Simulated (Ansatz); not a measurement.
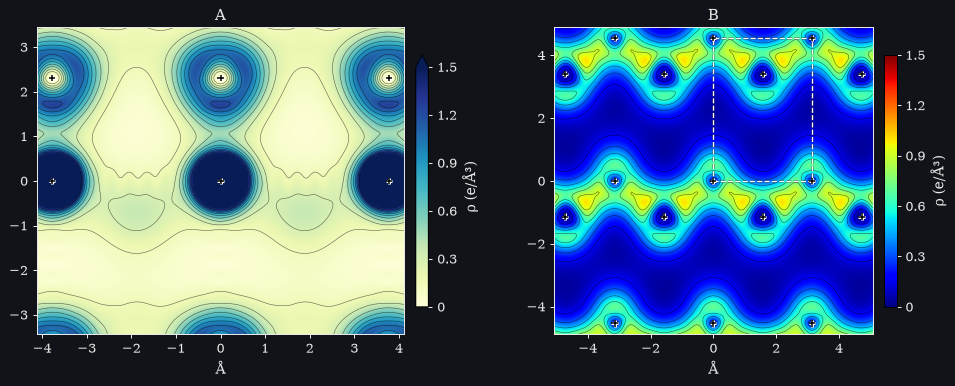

The valence electron density of 2 systems, each on a plane through atoms (crosses mark nuclei in the plane).

Theory: DFT r2SCAN, scalar-relativistic, plane waves, PAW (Ansatz).

System 1: ZnS, the (100) plane of the conventional cell. Space group P6₃mc; a structure from a database of computed crystals, not necessarily the ambient phase; changed on purpose from its base cell (equal strain along all axes, cell held, atoms relaxed: -1.0 %); computed pressure about 3 GPa in this cell.

System 2: BP, the (010) plane of the conventional cell. Space group I-4m2; changed on purpose from its base cell (strain -0.0200 x Voigt [1, 1, 0, 0, 0, 0], atoms carried along); computed pressure about 7 GPa in this cell.

Question: Match each panel to its system.

Answer: Panel A is system 1, ZnS: the plane holds Zn and S. Zn–S (2.31 Å): ρ at the midpoint is about 0.52 e/Å³. Panel B is system 2, BP: the plane holds B and P. B–P (1.94 Å): the density is about 0.95 e/Å³ at the midpoint.
